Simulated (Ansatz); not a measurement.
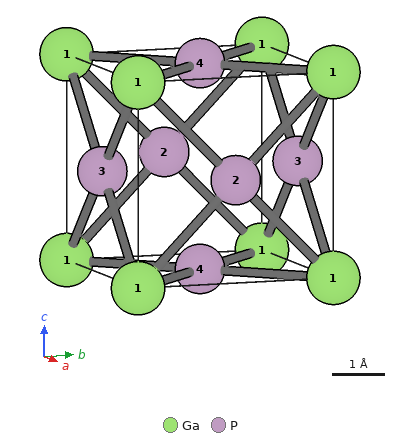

Figure 1. The structure as given in the input (ball-and-stick view of the cell of the calculation, seen slightly off an axis; atoms are numbered from 1 in the order of the input).

GaP₃: geometry relaxation

- system: GaP₃ (Pm-3m, 4 atoms in the cell)
- method: DFT PBE, scalar-relativistic, plane waves, PAW, no spin polarisation (Ansatz 0.2.0)

The structure was made by swapping elements on the sites of another compound; it need not be a known phase. It belongs to a series of runs on one base structure; here: Cu3Au (L1_2) type (Pm-3m, No. 221). Figures and captions count atoms from 1; the log counts them from 0 in places.

**Input file**
```yaml
crystal:
  lattice:
    - [4.0756470366, 0.0, 0.0]
    - [0.0, 4.0756470366, 0.0]
    - [0.0, 0.0, 4.0756470366]
  atoms:
    - { symbol: Ga, position: [0.0, 0.0, 0.0] }
    - { symbol: P, position: [0.0, 0.5, 0.5] }
    - { symbol: P, position: [0.5, 0.0, 0.5] }
    - { symbol: P, position: [0.5, 0.5, 0.0] }
basis:
  ecutwfc: 420
kpoints:
  mp_grid: { grid: [12, 12, 12] }
hamiltonian:
  xc: pbe
scf:
  occupations: { method: gaussian, width: 0.1 }
output:
  forces: true
  stress: true
  eigenvalues: true
relax:
  adjacent_minimum: "off"
  f_tol: 0.01
  max_steps: 80
  cell: { stress_tol: 0.05 }
```

Machine: 1 thread of Intel Xeon @ 2.50GHz (Skylake/Cascade Lake), 192 GiB of memory available, shared host.

Command:
```bash
ansatz run input.yaml --threads 1 --pin off --max-ram 2560MiB --backend cpu --events-out ev --progress --plain --runs-dir out
```

**What the program printed**
```
Engine: ansatz 0.2.0, x86_64-unknown-linux-gnu
Pseudopotentials: kind: paw
Pseudopotential: Ga, paw, valence charge 13, recommended cutoff 420 eV (normal), Ga.paw.azcp
Pseudopotential: P, paw, valence charge 5, recommended cutoff 420 eV (normal), P.paw.azcp
Functional definition: PBE
  parameter kappa = 0.804
  parameter beta = 0.06672455060314922
  exchange = pbe_x(kappa = kappa, mu = beta*pi^2/3)
  correlation = pbe_c(beta = beta)
Crystal: 4 atoms, lattice volume = 67.700 Å³
Basis set: ecut = 420 eV, 1357 PW (Γ), exchange–correlation on 60×60×60 points (8 copies of the dense FFT grid, shifted against one another)
Bands: 18, of which v1, the nominal top of the filled ones, is band 14 counted from 1 (13 counted from 0)
Symmetry: 48 space group operations
Space group: Pm-3m (ITA 221), of the structure as read, at distance tolerance 4.1e-5 Å
k-points: 84 of 1728
Non-local potential: Ga, projectors of the file, l = 0: 2, l = 1: 2, l = 2: 3, l = 3: 1
Non-local potential: P, projectors of the file, l = 0: 2, l = 1: 2, l = 2: 2
PAW form: soft (Blöchl's): semilocal exchange-correlation on the pseudo side does not see the compensation charge
PAW one-centre angular grid: Ga, 590 points (default); XC on 64 Gauss nodes
PAW one-centre angular grid: P, 110 points (default); XC on 64 Gauss nodes
Initial density: superposition of atomic densities (neutral atoms: chi_scale 0, normalization atom), corrected by the library's trained network
Initial wavefunctions: pseudopotential atomic-orbital guess
Functional: x = pbe(κ = 0.804, μ = 0.2195149727645171), c = pbe(β = 0.06672455060314922)
SCF iter   1: F=—  HF=-6047.603771 eV  |F-HF|=—  |Δ(HF+E_count)|=         —  Δρ=1.25e-3  dr2=6.27e-4  ethr=1.77e-3  ⟨swp⟩=7.1  Hψ=8720  notcnv=0
preconditioner: auto → Kerker (q_TF=auto, 2.355 Å⁻¹)  [metal: Δε(μ)=0.054 eV  Ē_g=10.710 eV  σ=0.100 eV  W_gap=0.28  n_scr=18 (ndim 8)  ℏωp=23.9 eV  f_vac=0.000  D(μ)=0.96/eV (n_scr^D=6)]
SCF iter   2: F=—  HF=-6047.603430 eV  |F-HF|=—  |Δ(HF+E_count)|=   3.41e-4  Δρ=6.85e-4  dr2=2.45e-4  ethr=2.24e-6  ⟨swp⟩=2.0  Hψ=3421  notcnv=0  defer=2
SCF iter   3: F=—  HF=-6047.603520 eV  |F-HF|=—  |Δ(HF+E_count)|=   8.98e-5  Δρ=4.20e-4  dr2=1.12e-4  ethr=8.74e-7  ⟨swp⟩=2.0  Hψ=1947  notcnv=0  defer=2
SCF iter   4: F=—  HF=-6047.603573 eV  |F-HF|=—  |Δ(HF+E_count)|=   5.25e-5  Δρ=1.86e-4  dr2=2.19e-5  ethr=4.00e-7  ⟨swp⟩=2.3  Hψ=2264  notcnv=0  defer=2
SCF iter   5: F=—  HF=-6047.603580 eV  |F-HF|=—  |Δ(HF+E_count)|=   7.42e-6  Δρ=4.83e-5  dr2=1.39e-6  ethr=7.81e-8  ⟨swp⟩=2.8  Hψ=2763  notcnv=0  defer=2
SCF iter   6: F=-6047.603580 eV  HF=-6047.603580 eV  |F-HF|=2.63e-9  |Δ(HF+E_count)|=   3.26e-7  Δρ=4.73e-6  dr2=1.70e-8  ethr=3.57e-10  ⟨swp⟩=5.8  Hψ=7986  notcnv=0
SCF 1 converged in 6 iterations: F = -6047.603580 eV  dr2 = 1.70e-8
  greatest PAW one-centre occupation: 0.995 electrons in one spin orbital (limit 2), on the Ga atom at site 0 (counted from 0), in its partial waves of l = 2
relax step   1: F+E_penalty+E_count = -6047.60358044 eV  Δ(F+E_penalty+E_count) = +0.000e0 eV  max|allowed force component| = 2.264e-30 eV/Å  Δτ_max = 0.0000 Å  P = -4.204 GPa  Ω = 67.700 Å³  (6 SCF iters, dr2 threshold 1.00e-7 eV, accepted)
Crystal: 4 atoms, lattice volume = 62.620 Å³
Basis set: ecut = 420 eV, 1237 PW (Γ), exchange–correlation on 60×60×60 points (8 copies of the dense FFT grid, shifted against one another)
Initial density: handed on by an earlier stage of this run
Initial wavefunctions: those handed on with the density
iter 1 solved again at ethr=2.98e-6 eV; its pass at ethr=3.10e-3 eV (dr2=8.35e-4 eV) is discarded
SCF iter   1: F=—  HF=-6047.654957 eV  |F-HF|=—  |Δ(HF+E_count)|=         —  Δρ=1.42e-3  dr2=8.48e-4  ethr=2.98e-6  ⟨swp⟩=2.2  Hψ=10374  notcnv=0
preconditioner: auto → Kerker (q_TF=auto, 2.386 Å⁻¹)  [metal: Δε(μ)=0.010 eV  Ē_g=11.037 eV  σ=0.100 eV  W_gap=0.06  n_scr=18 (ndim 8)  ℏωp=24.8 eV  f_vac=0.000  D(μ)=1.17/eV (n_scr^D=6)]
SCF iter   2: F=—  HF=-6047.654759 eV  |F-HF|=—  |Δ(HF+E_count)|=   1.98e-4  Δρ=8.34e-4  dr2=3.56e-4  ethr=2.98e-6  ⟨swp⟩=1.0  Hψ=1512  notcnv=0
SCF iter   3: F=—  HF=-6047.654675 eV  |F-HF|=—  |Δ(HF+E_count)|=   8.33e-5  Δρ=1.21e-4  dr2=1.16e-5  ethr=1.27e-6  ⟨swp⟩=2.2  Hψ=2293  notcnv=0
SCF iter   4: F=—  HF=-6047.654673 eV  |F-HF|=—  |Δ(HF+E_count)|=   2.03e-6  Δρ=8.22e-5  dr2=3.01e-6  ethr=4.16e-8  ⟨swp⟩=2.0  Hψ=2656  notcnv=0
SCF iter   5: F=—  HF=-6047.654672 eV  |F-HF|=—  |Δ(HF+E_count)|=   1.34e-6  Δρ=2.54e-5  dr2=4.07e-7  ethr=1.07e-8  ⟨swp⟩=2.0  Hψ=1933  notcnv=0
SCF iter   6: F=-6047.654672 eV  HF=-6047.654672 eV  |F-HF|=5.39e-9  |Δ(HF+E_count)|=   2.33e-8  Δρ=5.49e-6  dr2=1.64e-8  ethr=1.43e-9  ⟨swp⟩=4.9  Hψ=5846  notcnv=0
SCF 2 converged in 6 iterations: F = -6047.654672 eV  dr2 = 1.64e-8
relax step   2: F+E_penalty+E_count = -6047.65467190 eV  Δ(F+E_penalty+E_count) = -5.109e-2 eV  max|allowed force component| = 4.047e-31 eV/Å  Δτ_max = 0.0000 Å  P = +1.411 GPa  Ω = 62.620 Å³  energy of the carried Pulay correction = +1.107e-3 eV  (6 SCF iters, dr2 threshold 4.00e-7 eV, accepted)
Crystal: 4 atoms, lattice volume = 63.823 Å³
iter 1 solved again at ethr=2.12e-7 eV; its pass at ethr=3.10e-3 eV (dr2=5.92e-5 eV) is discarded
SCF iter   1: F=—  HF=-6047.659171 eV  |F-HF|=—  |Δ(HF+E_count)|=         —  Δρ=3.68e-4  dr2=6.02e-5  ethr=2.12e-7  ⟨swp⟩=3.6  Hψ=10469  notcnv=0
preconditioner: auto → Kerker (q_TF=auto, 2.378 Å⁻¹)  [metal: Δε(μ)=0.020 eV  Ē_g=10.953 eV  σ=0.100 eV  W_gap=0.11  n_scr=18 (ndim 8)  ℏωp=24.6 eV  f_vac=0.000  D(μ)=1.08/eV (n_scr^D=6)]
SCF iter   2: F=—  HF=-6047.659160 eV  |F-HF|=—  |Δ(HF+E_count)|=   1.09e-5  Δρ=2.16e-4  dr2=2.49e-5  ethr=2.12e-7  ⟨swp⟩=1.0  Hψ=1512  notcnv=0
SCF iter   3: F=—  HF=-6047.659153 eV  |F-HF|=—  |Δ(HF+E_count)|=   6.43e-6  Δρ=3.18e-5  dr2=8.11e-7  ethr=8.91e-8  ⟨swp⟩=2.3  Hψ=2278  notcnv=0
SCF iter   4: F=-6047.659153 eV  HF=-6047.659153 eV  |F-HF|=2.86e-7  |Δ(HF+E_count)|=   1.72e-7  Δρ=2.13e-5  dr2=2.20e-7  ethr=1.43e-9  ⟨swp⟩=6.0  Hψ=7107  notcnv=0
SCF 3 converged in 4 iterations: F = -6047.659153 eV  dr2 = 2.20e-7
relax step   3: F+E_penalty+E_count = -6047.65915270 eV  Δ(F+E_penalty+E_count) = -4.481e-3 eV  max|allowed force component| = 4.466e-30 eV/Å  Δτ_max = 0.0000 Å  P = -0.122 GPa  Ω = 63.823 Å³  energy of the carried Pulay correction = +8.368e-4 eV  (4 SCF iters, dr2 threshold 4.00e-7 eV, accepted)
Crystal: 4 atoms, lattice volume = 63.726 Å³
iter 1 solved again at ethr=1.23e-9 eV; its pass at ethr=3.10e-3 eV (dr2=3.45e-7 eV) is discarded
SCF iter   1: F=—  HF=-6047.659210 eV  |F-HF|=—  |Δ(HF+E_count)|=         —  Δρ=3.95e-5  dr2=3.56e-7  ethr=1.23e-9  ⟨swp⟩=3.0  Hψ=9825  notcnv=0
preconditioner: auto → Kerker (q_TF=auto, 2.379 Å⁻¹)  [metal: Δε(μ)=0.020 eV  Ē_g=10.960 eV  σ=0.100 eV  W_gap=0.11  n_scr=18 (ndim 8)  ℏωp=24.6 eV  f_vac=0.000  D(μ)=1.09/eV (n_scr^D=6)]
SCF iter   2: F=—  HF=-6047.659213 eV  |F-HF|=—  |Δ(HF+E_count)|=   2.58e-6  Δρ=1.60e-5  dr2=8.83e-8  ethr=1.23e-9  ⟨swp⟩=2.0  Hψ=1945  notcnv=0
SCF iter   3: F=-6047.659213 eV  HF=-6047.659213 eV  |F-HF|=7.53e-9  |Δ(HF+E_count)|=   2.53e-8  Δρ=9.57e-6  dr2=2.84e-8  ethr=1.33e-10  ⟨swp⟩=4.9  Hψ=5794  notcnv=0
SCF 4 converged in 3 iterations: F = -6047.659213 eV  dr2 = 2.84e-8
relax step   4: F+E_penalty+E_count = -6047.65921293 eV  Δ(F+E_penalty+E_count) = -6.024e-5 eV  max|allowed force component| = 9.269e-30 eV/Å  Δτ_max = 0.0000 Å  P = -0.003 GPa  Ω = 63.726 Å³  energy of the carried Pulay correction = +8.585e-4 eV  (3 SCF iters, dr2 threshold 3.74e-8 eV, accepted)
Basis set: ecut = 420 eV, 1237 PW (Γ), exchange–correlation on 54×54×54 points (8 copies of the dense FFT grid, shifted against one another)
Initial wavefunctions: pseudopotential atomic-orbital guess (no wavefunctions were taken with the density)
iter 1 solved again at ethr=3.56e-8 eV; its pass at ethr=3.10e-3 eV (dr2=9.96e-6 eV) is discarded
SCF iter   1: F=—  HF=-6047.658508 eV  |F-HF|=—  |Δ(HF+E_count)|=         —  Δρ=5.23e-5  dr2=5.47e-7  ethr=3.56e-8  ⟨swp⟩=3.8  Hψ=13646  notcnv=0
SCF iter   2: F=—  HF=-6047.658503 eV  |F-HF|=—  |Δ(HF+E_count)|=   4.41e-6  Δρ=5.49e-5  dr2=9.36e-7  ethr=1.95e-9  ⟨swp⟩=2.0  Hψ=2663  notcnv=0
SCF iter   3: F=—  HF=-6047.658503 eV  |F-HF|=—  |Δ(HF+E_count)|=   1.32e-7  Δρ=1.69e-5  dr2=8.73e-8  ethr=1.95e-9  ⟨swp⟩=2.0  Hψ=2560  notcnv=0
SCF iter   4: F=—  HF=-6047.658503 eV  |F-HF|=—  |Δ(HF+E_count)|=   7.57e-8  Δρ=2.16e-6  dr2=2.29e-9  ethr=3.12e-10  ⟨swp⟩=2.0  Hψ=2518  notcnv=0
SCF iter   5: F=—  HF=-6047.658503 eV  |F-HF|=—  |Δ(HF+E_count)|=   7.30e-9  Δρ=5.09e-7  dr2=1.68e-10  ethr=8.17e-12  ⟨swp⟩=2.0  Hψ=2699  notcnv=0
SCF iter   6: F=-6047.658503 eV  HF=-6047.658503 eV  |F-HF|=0.00e0  |Δ(HF+E_count)|=  1.55e-11  Δρ=6.72e-8  dr2=3.55e-12  ethr=1.00e-12  ⟨swp⟩=5.7  Hψ=6645  notcnv=0
SCF 5 converged in 6 iterations: F = -6047.658503 eV  dr2 = 3.55e-12
relax step   5: F+E_penalty+E_count = -6047.65850323 eV  Δ(F+E_penalty+E_count) = +7.097e-4 eV  max|allowed force component| = 4.667e-30 eV/Å  Δτ_max = 0.0000 Å  P = -0.013 GPa  Ω = 63.726 Å³  stress off target by 1.29e-2 GPa  SCF on the basis re-selected at this cell (its energy is not comparable with the rows above)  (6 SCF iters)
```

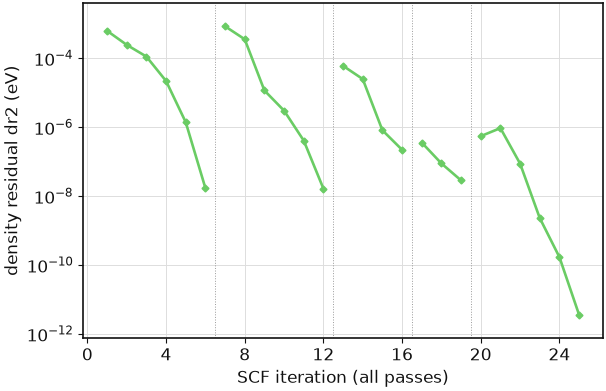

Figure 2. Convergence of the self-consistent field: density residual dr2 against the SCF iteration. The dotted lines part the SCF passes of the relaxation: geometry steps, rejected trials and re-solves on a re-selected basis. The 5 passes take 3 to 6 iterations each, 25 in all.

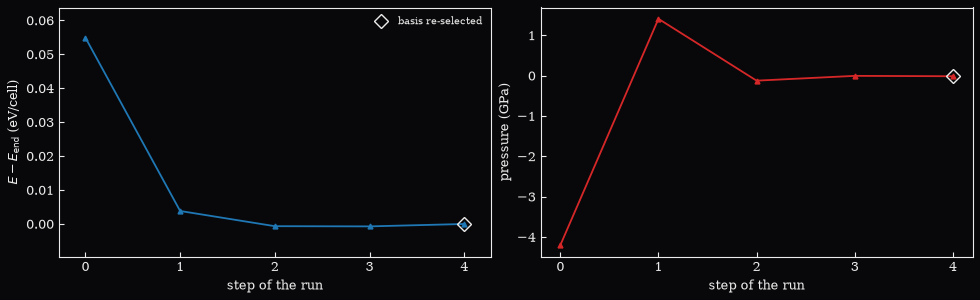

Figure 3. Progress of the relaxation, step by step (the first geometry is step 0 here and step 1 in the log).

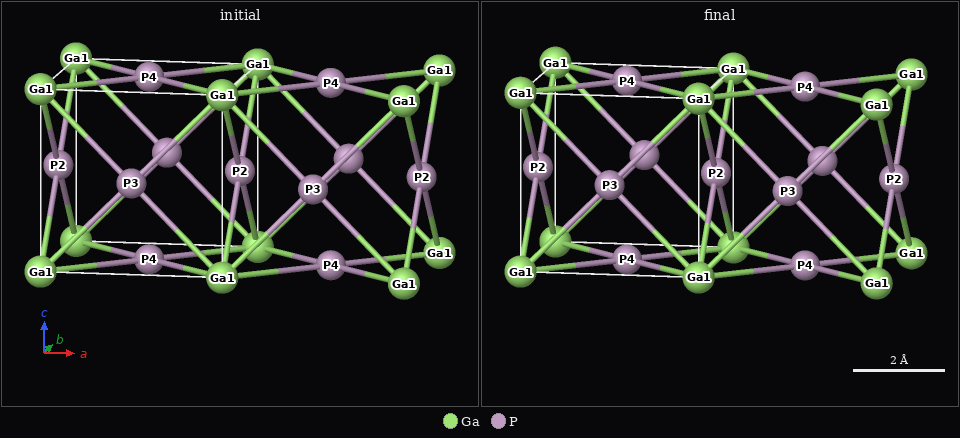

Figure 4. Before (left) and after (right) the relaxation, at one scale (ball-and-stick view of the cell of the calculation, repeated 2 × 1 × 1, seen slightly off an axis). The atoms keep their places relative to the cell (all moves are under 0.005 Å). The drawn cell changes as follows: a = b = c 4.076 → 3.994 Å (−2.0 %); the volume changes by −5.9 %. Among the contacts that change: Ga1–P2 2.882 → 2.824 Å. The space group stays Pm-3m (No. 221). After 3 geometry steps the energy has fallen by 55.6 meV per cell of the calculation. All forces vanish by symmetry, so only the cell relaxes. Pressure: −4.20 GPa at the start and −0.01 GPa at the end. A last SCF at the same geometry on a re-selected plane-wave basis shifts the energy by +0.7 meV per cell of the calculation. (Atoms are counted from 1 in the order of the input.)

```
basis re-selected at this cell: Δ(F+E_penalty+E_count) = +7.097e-4 eV, ΔP = -0.010 GPa vs the last step (what re-selecting the basis moved, of the pressure what is left beyond the Pulay correction that the steps carried, after the strain that the cell walked since its last selection, with what the two solves' SCF thresholds leave and, on support functions, any second-order correction that the steps lacked; it is no measure of the basis error at this ecutwfc). The dense FFT grid was sized anew with the basis: this SCF ran on 27×27×27 points, the steps before it on 30×30×30, so part of this shift can come from that change (see relax.cell in the input reference). This SCF's stress stands 1.29e-2 GPa from its target on what of the cell is left free (relax.cell.stress_tol is 5.00e-2 GPa) and its largest allowed force component is 4.67e-30 eV/Å (relax.f_tol is 1.00e-2 eV/Å): within both
SCF converged after 6 iterations
Free energy (F): -6047.658503 eV
Harris-Foulkes:  -6047.658503 eV  (|F-HF|=0.00e0)
Internal energy: -6047.653044 eV  (E = F + TS)
E sigma→0 (E₀):  -6047.655774 eV
Entropy (-TS):   -0.005459 eV (-1.365 meV/atom)
Fermi energy:    10.382113 eV
--- Per-component energies (eV) ---
  E_band       = 35.098450
  E_kinetic    = 319.870345
  E_local      = -2121.174454  (includes V_loc(G=0)·N_el)
  E_nonlocal   = 524.793709
  E_hartree    = 989.865725
  E_xc         = -251.626589
  E_vxc        = -237.932668  (∫ρ·V_xc dr)
  E_paw        = -3694.479106  (= ΣΔE_a)
  E_vpaw       = -430.189900  (= ΣTr[D̂ρ^β])
  E_aug_tail   = -0.000104  (compensation charges beyond the density's cutoff)
  E_ewald      = -1814.902571
  E_smearing   = -0.005459  (= −TS)
  E_closure    = 0.000000  (closes the sum)
  Σ components = -6047.658503   (vs F -6047.658503, Δ=0.00e0)
--- Forces (eV/Å), atoms counted from 1 ---
  atom   1  Ga    -0.00000000     0.00000000     0.00000000
  atom   2  P      0.00000000    -0.00000000     0.00000000
  atom   3  P      0.00000000    -0.00000000     0.00000000
  atom   4  P     -0.00000000    -0.00000000     0.00000000
  max |Σ_I F_I| component: 3.68e-30 eV/Å
--- Stress (GPa, compression-positive) ---
       -0.012881       0.000000      -0.000000
        0.000000      -0.012881       0.000000
       -0.000000       0.000000      -0.012881
  P = ⅓ Tr σ = -0.0129 GPa (-0.129 kbar)
--- Band table (eV; the first three rows and the last of 84) ---
  k-point 0: bands = ["-4.5373", "-4.5239", "-4.5239", "-4.4819", "-4.4819", "-4.4819", "2.6109", "2.6109", "4.7766", "4.7766", "4.7766", "6.7400", "10.9170", "10.9170", "10.9170", "12.8309", "12.8309", "12.8309"]
  k-point 1: bands = ["-4.5230", "-4.5226", "-4.4833", "-4.4833", "-4.4818", "-4.4776", "2.1637", "2.6349", "4.8372", "4.8372", "4.9792", "7.1206", "10.6928", "10.7619", "10.7619", "12.4454", "12.6087", "12.6087"]
  k-point 2: bands = ["-4.5203", "-4.5184", "-4.4871", "-4.4871", "-4.4815", "-4.2999", "1.2639", "2.7029", "5.0178", "5.0178", "5.2893", "8.1066", "10.1685", "10.2402", "10.2402", "11.6317", "12.3918", "12.3918"]
  k-point 83: bands = ["-4.5592", "-4.5592", "-4.5592", "-4.4563", "-4.4563", "0.3445", "0.3445", "0.3445", "3.0406", "3.7317", "3.7317", "3.7317", "4.8002", "14.5938", "14.5938", "14.5938", "14.6431", "14.6431"]
--- Relaxed structure (4 steps of the walk, 4 accepted, 1 SCFs on fresh bases) ---
  F+E_penalty+E_count = -6047.65850323 eV   max|allowed force component| = 4.667e-30 eV/Å   (the final SCF, on the basis selected at the relaxed cell)
  cell:  # Å, volume = 63.7258 Å³
    - [3.99428022550531, 8.345696425678021e-34, 3.0814879110195774e-33]
    - [8.345696425678021e-34, 3.99428022550531, 0.0]
    - [1.0271626370065257e-33, 0.0, 3.99428022550531]
  atoms:
    - { symbol: Ga, position: [1.476705667139884e-35, -8.860234002839262e-36, 4.922352223800445e-37] }
    - { symbol: P, position: [-3.6425406456122145e-35, 0.5000000000000001, 0.5000000000000001] }
    - { symbol: P, position: [0.5000000000000001, 4.922352223802233e-36, 0.5000000000000001] }
    - { symbol: P, position: [0.5000000000000001, 0.5000000000000001, -1.4767056671398746e-36] }
```

**Trajectory as extended XYZ (Å, eV, eV/Å), 5 frames, from step=1 to step=5**
```
4
Lattice="4.0756 0.0000 0.0000 0.0000 4.0756 0.0000 0.0000 0.0000 4.0756" Properties=species:S:1:pos:R:3:forces:R:3 step=1 energy=-6047.60358 pressure_GPa=-4.20
Ga    0.0000    0.0000    0.0000    0.0000   0.0000   0.0000
P     0.0000    2.0378    2.0378    0.0000   0.0000   0.0000
P     2.0378    0.0000    2.0378    0.0000   0.0000   0.0000
P     2.0378    2.0378    0.0000    0.0000   0.0000   0.0000
4
Lattice="3.9710 0.0000 0.0000 0.0000 3.9710 0.0000 0.0000 0.0000 3.9710" Properties=species:S:1:pos:R:3:forces:R:3 step=2 energy=-6047.65467 pressure_GPa=1.41
Ga    0.0000    0.0000    0.0000    0.0000   0.0000   0.0000
P     0.0000    1.9855    1.9855    0.0000   0.0000   0.0000
P     1.9855    0.0000    1.9855    0.0000   0.0000   0.0000
P     1.9855    1.9855    0.0000    0.0000   0.0000   0.0000
4
Lattice="3.9963 0.0000 0.0000 0.0000 3.9963 0.0000 0.0000 0.0000 3.9963" Properties=species:S:1:pos:R:3:forces:R:3 step=3 energy=-6047.65915 pressure_GPa=-0.12
Ga    0.0000    0.0000    0.0000    0.0000   0.0000   0.0000
P     0.0000    1.9982    1.9982    0.0000   0.0000   0.0000
P     1.9982    0.0000    1.9982    0.0000   0.0000   0.0000
P     1.9982    1.9982    0.0000    0.0000   0.0000   0.0000
4
Lattice="3.9943 0.0000 0.0000 0.0000 3.9943 0.0000 0.0000 0.0000 3.9943" Properties=species:S:1:pos:R:3:forces:R:3 step=4 energy=-6047.65921 pressure_GPa=-0.00
Ga    0.0000    0.0000    0.0000    0.0000   0.0000   0.0000
P     0.0000    1.9971    1.9971    0.0000   0.0000   0.0000
P     1.9971    0.0000    1.9971    0.0000   0.0000   0.0000
P     1.9971    1.9971    0.0000    0.0000   0.0000   0.0000
4
Lattice="3.9943 0.0000 0.0000 0.0000 3.9943 0.0000 0.0000 0.0000 3.9943" Properties=species:S:1:pos:R:3:forces:R:3 step=5 energy=-6047.65850 pressure_GPa=-0.01
Ga    0.0000    0.0000    0.0000    0.0000   0.0000   0.0000
P     0.0000    1.9971    1.9971    0.0000   0.0000   0.0000
P     1.9971    0.0000    1.9971    0.0000   0.0000   0.0000
P     1.9971    1.9971    0.0000    0.0000   0.0000   0.0000
```

**Summary**

- outcome: converged
- space group (tolerance 0.01 Å): Pm-3m (221)
- electrons treated: 28
- free energy: −6047.6585 eV
- Fermi energy: 10.382 eV
- gap on the k-point mesh: none (metallic)
- pressure: −0.01 GPa
- final volume: 63.73 Å³
- largest force (length of the vector) at the end: under 0.001 eV/Å
- final cell: a = 3.994 Å, b = 3.994 Å, c = 3.994 Å, α = 90.00°, β = 90.00°, γ = 90.00°
- wall time: 47 s
- peak memory: 0.45 GiB
